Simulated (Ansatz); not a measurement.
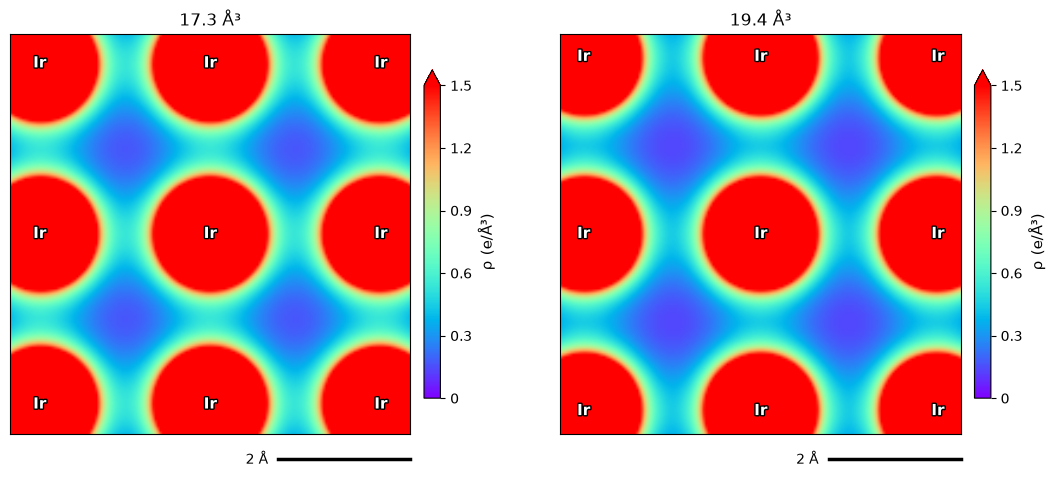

Ir. The valence pseudo-density of cells scaled evenly to different volumes (given per atom above each panel), on the (100) plane of each (indices in the axes of the cell below), at one length scale and on one colour scale.

A generated structure, not necessarily the stable one; computed without spin polarisation.

The calculation used DFT, RPBE, plane waves (420 eV) with PAW, scalar-relativistic in Ansatz.

In a PAW calculation such maps are meaningful between the atoms, not at the nuclei.

The largest cell:

```yaml
crystal:
  lattice:
    - [2.68464, 0.00000, 0.00000]
    - [0.00000, 2.68464, 0.00000]
    - [0.00000, 0.00000, 2.68464]
  atoms:
    - { symbol: Ir, position: [0.00000, 0.00000, 0.00000] }
```

| volume (Å³/atom) | Ir–Ir contact in the plane (Å) | ρ at its midpoint (e/Å³) | pressure (GPa) | 
| --- | --- | --- | --- |
| 17.28 | 2.585 | 0.543 | −0.5 | 
| 18.66 | 2.652 | ? | ? | 
| 19.35 | 2.685 | 0.447 | −19.8 | 

Q: What values belong in the row with question marks?

A: Over the known rows ln ρ falls by 1.95 per Å of Ir–Ir distance (the line through the two), which gives 0.477 e/Å³ at 2.652 Å; the calculation gives 0.473 e/Å³. For the pressure, a straight line in volume between the neighbouring rows gives −13.4 GPa; the calculation gives −14.9, lower because pressure rises ever faster on compression.
